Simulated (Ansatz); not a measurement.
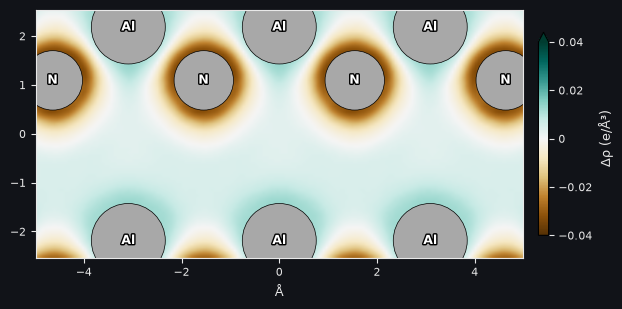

AlN. Difference of the valence pseudo-densities of two functionals at the same geometry, on the (011̄) plane of the calculation cell: one of LDA and r2SCAN less the other.

Both computed with Ansatz (plane waves, PAW), on the same k-point mesh. Grey discs cover the atomic cores.

> Which was subtracted from which, and what does the map show?

It is LDA less r2SCAN. Against r2SCAN, LDA gives more density around Al (+0.006 e/Å³ on average at 1.0 Å from the nucleus), less density around N (−0.025 e/Å³ on average at 0.8 Å from the nucleus), more density in the space between the atoms (+0.002 e/Å³ on average) and a change of −0.006 e/Å³ at the midpoint of Al–N.
